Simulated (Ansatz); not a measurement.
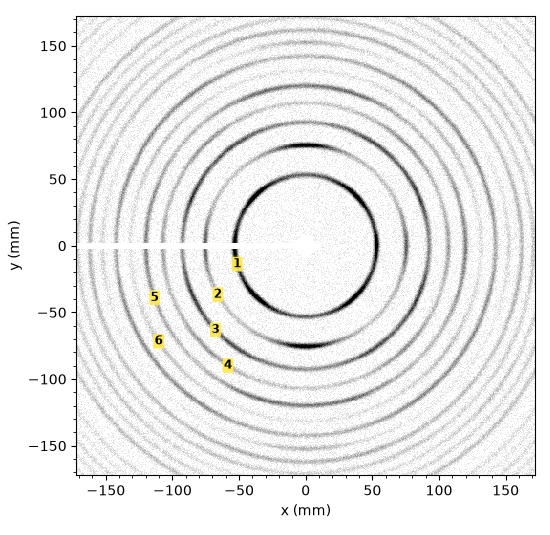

Simulated X-ray powder rings on a flat area detector normal to the beam: λ = 0.2066 Å, sample-to-detector distance 800 mm, axes in mm from the beam centre, for a sample with fibre texture (March–Dollase model, fibre axis vertical in the picture). Kinematic intensities with B = 1.0 Å² for all atoms, without absorption; brightness goes as intensity to the power 0.6, clipped at the top, with counting noise. Reflections closer than the ring width show as one ring.

The sample is Yb, space group Im-3m, a = 4.395 Å, b = 4.395 Å, c = 4.395 Å, α = 90.00°, β = 90.00°, γ = 90.00°. It is based on the input geometry of an electronic-structure calculation (not necessarily at equilibrium); the starting structure was generated, so it need not be a known form of this composition.

> Index rings 1 to 6.

| ring | radius | 2θ (°) | d (Å) | hkl |
| --- | --- | --- | --- | --- |
| 1 | 53.3 mm | 3.81 | 3.11 | 110 |
| 2 | 75.5 mm | 5.39 | 2.20 | 200 |
| 3 | 92.6 mm | 6.60 | 1.794 | 211 |
| 4 | 107.1 mm | 7.62 | 1.554 | 220 |
| 5 | 119.9 mm | 8.53 | 1.390 | 310 |
| 6 | 131.6 mm | 9.34 | 1.269 | 222 |

> Which lattice planes lie preferentially normal to the fibre axis?

The (2 0 0) planes: ring 2 is concentrated at the top and bottom of the pattern (March parameter 0.35).
